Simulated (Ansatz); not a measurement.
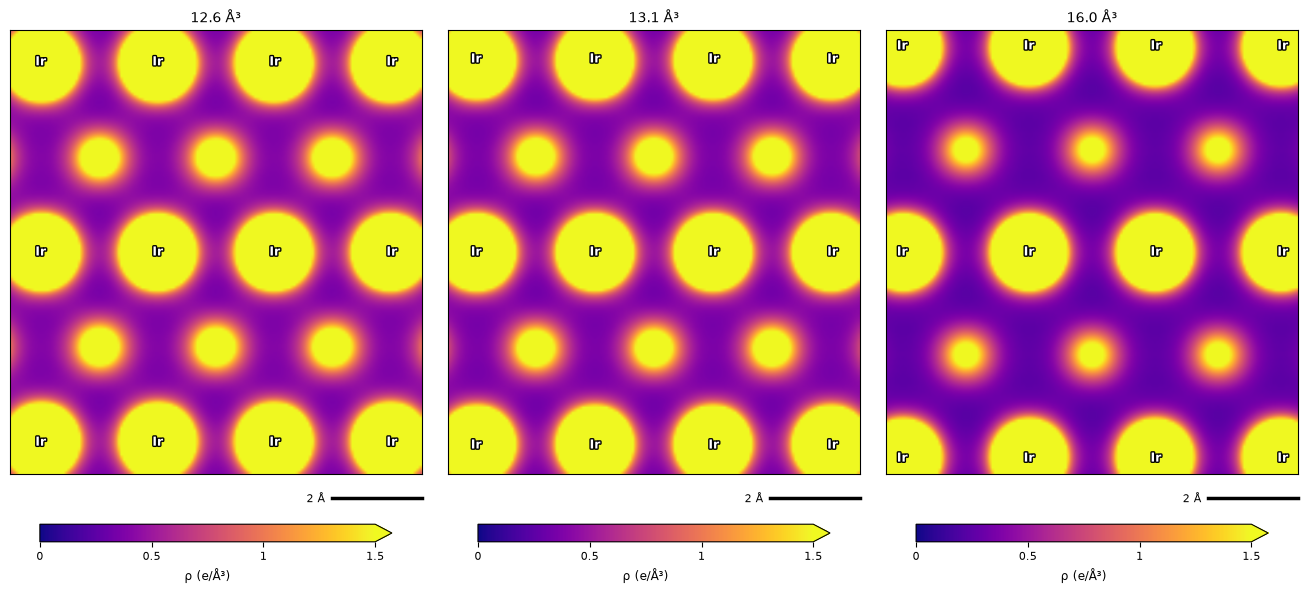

Ir. The valence electron density of cells scaled evenly to different volumes (given per atom above each panel), on the (010) plane of each (indices in the axes of the cell below), at one length scale and on one colour scale.

A generated structure, not necessarily the stable one; the program warned that a starting moment wasn't kept; spin-polarised, but the moments vanished.

All numbers below come from Ansatz, DFT, r2SCAN, plane waves (500 eV) with PAW, scalar-relativistic.

Core electrons are frozen (PAW), and the valence fields are smoothed inside the atomic spheres.

The largest cell:

```yaml
crystal:
  lattice:
    - [2.83195, 0.00000, 0.00000]
    - [-1.41597, 2.45254, 0.00000]
    - [0.00000, 0.00000, 4.60178]
  atoms:
    - { symbol: Ir, position: [0.33333, 0.66667, 0.25000] }
    - { symbol: Ir, position: [0.66667, 0.33333, 0.75000] }
```

| volume (Å³/atom) | Ir–Ir contact in the plane (Å) | ρ at its midpoint (e/Å³) | pressure (GPa) | 
| --- | --- | --- | --- |
| 12.56 | 2.613 | 0.539 | 65.6 | 
| 13.13 | 2.652 | 0.501 | 38.2 | 
| 14.84 | 2.763 | ? | ? | 
| 15.98 | 2.832 | 0.362 | −31.7 | 

What values belong in the row with question marks?

Over the known rows ln ρ falls by 1.81 per Å of Ir–Ir distance (a least-squares line), which gives 0.410 e/Å³ at 2.763 Å; the calculation gives 0.410 e/Å³. For the pressure, a straight line in volume between the neighbouring rows gives −3.7 GPa; the calculation gives −13.4, lower because pressure rises ever faster on compression.
